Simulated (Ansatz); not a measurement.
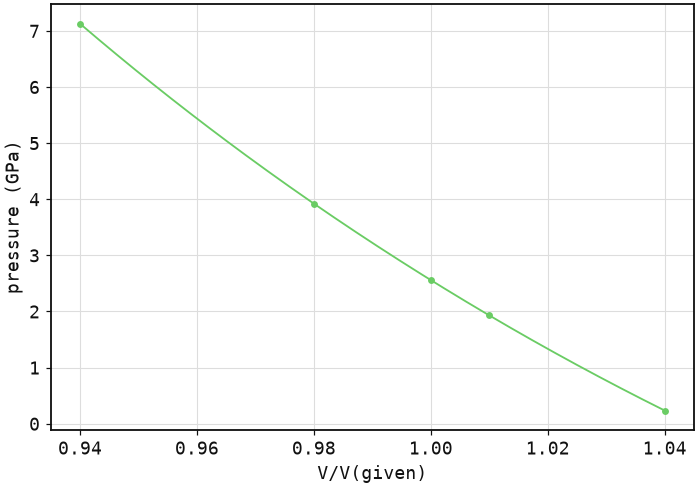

The figure shows the pressure against V/V(given).

Calculation (Ansatz 0.2.0): periodic Kohn-Sham DFT of a crystal at fixed atoms, scaled to the stated factor times the given cell; pressure positive in compression, energy less spherical unpolarised free atoms. Level: PBE.

Q: For which of these solids was it computed?
A. TaN, P6/mmm (No. 191), 11.3 Å³/atom
B. CdS, P6_3mc (No. 186), 25.0 Å³/atom
C. MoS₂, P6_3/mmc (No. 194), 17.7 Å³/atom

A: B, CdS: pressure from 0.234 GPa to 7.126 GPa. The others give: MoS₂, pressure from 2.6 GPa to 21.2 GPa; TaN, pressure from −7.2 GPa to 25.5 GPa.

For CdS, limits of the calculation: field gradient without spin-orbit coupling on heavy atoms; the volumes run don't bracket the minimum of the energy, so any equilibrium value is extrapolated; shape and atomic fractions are frozen while scaling, which makes layered, chain and framework solids too stiff.

For MoS₂, limits of the calculation: field gradient without spin-orbit coupling on heavy atoms; the volumes run don't bracket the minimum of the energy, so any equilibrium value is extrapolated; shape and atomic fractions are frozen while scaling, which makes layered, chain and framework solids too stiff.

For TaN, limits of the calculation: field gradient without spin-orbit coupling on heavy atoms; no gap: field gradients move with the k mesh; no spin-orbit coupling on heavy atoms; shape and atomic fractions are frozen while scaling, which makes layered, chain and framework solids too stiff.
